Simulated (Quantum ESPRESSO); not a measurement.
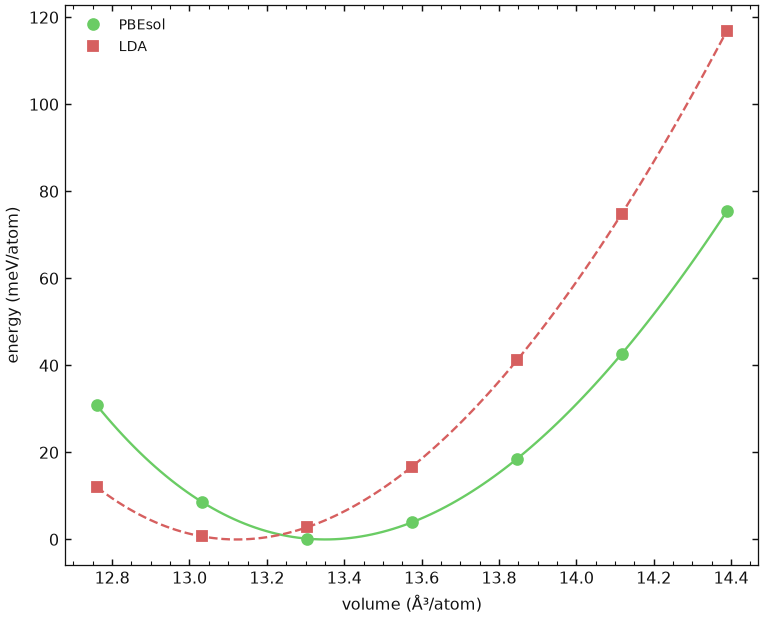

Plotted: energy against volume, with one curve for each functional, for Ru (space group P6_3/mmc).

How it was computed, with Quantum ESPRESSO 7.5: plane-wave DFT, no spin polarisation; energies at scaled volumes of the given cell, shape and fractions fixed, counted from the fit's minimum, third-order Birch-Murnaghan fit. All runs: no spin polarisation.

- k mesh: 11×11×6
- occupations: Fermi–Dirac
- smearing width: 0.05 eV

Settings that differ: PBEsol: density cutoff 4570 eV, wave cutoff 1140 eV, potentials PseudoDojo-0.4.1-SR-PBEsol-standard; LDA: density cutoff 4790 eV, wave cutoff 1200 eV, potentials PseudoDojo-0.4.1-SR-LDA-standard.

Order the curves by fitted equilibrium volume, smallest first.

LDA 13.122, PBEsol 13.351 Å³/atom.

Order the curves by fitted bulk modulus, smallest first.

PBEsol 346.3, LDA 366.2 GPa.

Keep in mind: shape and atomic fractions are frozen while scaling, which makes layered, chain and framework solids too stiff.

The computed values:

PBEsol:
```tsv
volume (Å³/atom)	energy (meV/atom)
12.76	30.83
13.03	8.65
13.30	0.18
13.57	3.92
13.85	18.50
14.12	42.71
14.39	75.45
```

LDA:
```tsv
volume (Å³/atom)	energy (meV/atom)
12.76	12
13.03	1
13.30	3
13.57	17
13.85	41
14.12	75
14.39	117
```
